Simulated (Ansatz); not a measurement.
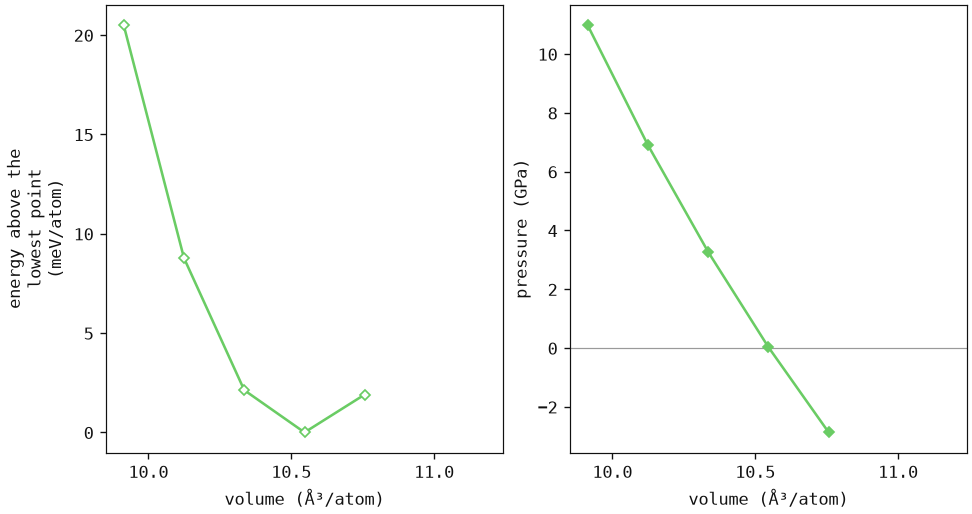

Plotted: energy above the lowest point and pressure against volume for Ni₂O, space group Fm-3m (No. 225) (one of a set of cubic test structures, which need not be the stable phase).

Calculation (Ansatz 0.2.0 development build): equation of state of a cubic crystal from periodic Kohn-Sham density functional theory without spin, third-order Birch-Murnaghan fit to the free energies; pressure corrected for the finite basis. Level: PBE.

- structure type: antifluorite
- atoms in cell: 3
- space group number: 225
- lattice centring: face-centred primitive
- k mesh: 19×19×19
- occupation method: Fermi–Dirac
- occupation width: 0.06123 eV
- wave cutoff: 700 eV
- datasets: hard PAW
- density tolerance: 1e−09 eV
- bands: 25
- density cutoff ratio: 4
- search for lower states: default

The points at volume 10.97 Å³/atom and 11.18 Å³/atom are left out of the plot. What values does the calculation give there?

```tsv
volume (Å³/atom)	energy above the lowest point (meV/atom)	pressure (GPa)
10.97	7.4	-5.5
11.18	16.1	-7.8
```

Keep in mind: cubic model structure, not the ambient form; no spin polarisation, a magnetic state may lie lower.
